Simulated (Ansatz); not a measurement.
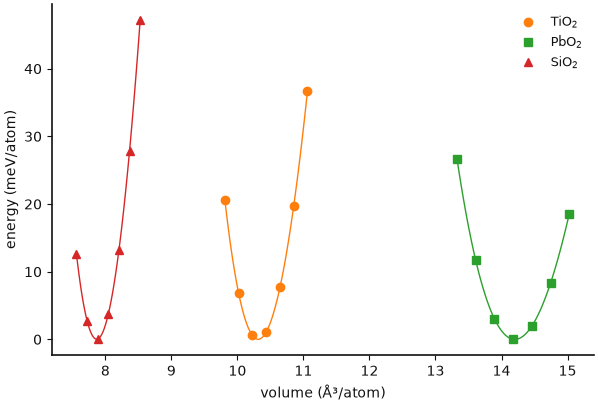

Plotted: energy against volume, with one curve for each compound, for PbO₂, SiO₂ and TiO₂ (all in space group P4_2/mnm (No. 136)).

Method: all-electron LAPW DFT, no spin polarisation; energies at scaled volumes of the given cell, shape and fractions fixed, counted from the fit's minimum, third-order Birch-Murnaghan fit (Ansatz 0.2.0). Level: PBEsol.

- occupations: Fermi–Dirac
- smearing width: 0.05 eV
- potentials: all electron LAPW, scalar relativistic

Settings that differ: TiO2: k mesh 6×6×9; PbO2: k mesh 6×6×8; SiO2: k mesh 6×6×10.

Order the curves by fitted equilibrium volume, smallest first.

Answer. SiO₂ 7.869, TiO₂ 10.314, PbO₂ 14.201 Å³/atom.

Order the curves by fitted bulk modulus, smallest first.

Answer. PbO₂ 139.2, TiO₂ 245.6, SiO₂ 315.6 GPa.

Keep in mind: spin-orbit coupling left out, heavy elements (PbO2); shape and atomic fractions are frozen while scaling, which makes layered, chain and framework solids too stiff.
